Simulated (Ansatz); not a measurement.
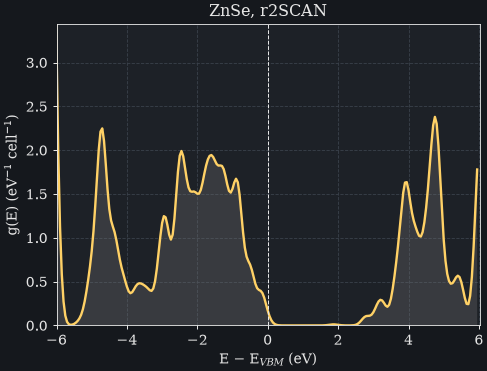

Density of states. Energies are counted from the top of the valence band. The curve is built from the levels of the k mesh with Gaussians 0.3 eV wide, which also blur the band edges.

System: ZnSe, space group F-43m (No. 216), 2 atoms in the cell, zincblende type.

```cif
data_structure
_symmetry_space_group_name_H-M 'P 1'
_symmetry_Int_Tables_number 1
_cell_length_a 4.0056
_cell_length_b 4.0056
_cell_length_c 4.0056
_cell_angle_alpha 60.000
_cell_angle_beta 60.000
_cell_angle_gamma 60.000
_cell_volume 45.45
loop_
_atom_site_label
_atom_site_type_symbol
_atom_site_fract_x
_atom_site_fract_y
_atom_site_fract_z
_atom_site_occupancy
Zn1 Zn 0.00000 0.00000 0.00000 1
Se1 Se 0.25000 0.25000 0.25000 1
```

Ansatz 0.2.0; DFT, r2SCAN, plane waves, PAW, no spin polarisation, 8×8×8 k mesh.

### Metal or insulator, going by the density of states?

There is a gap; over the k points computed it is 1.87 eV (direct among those points).
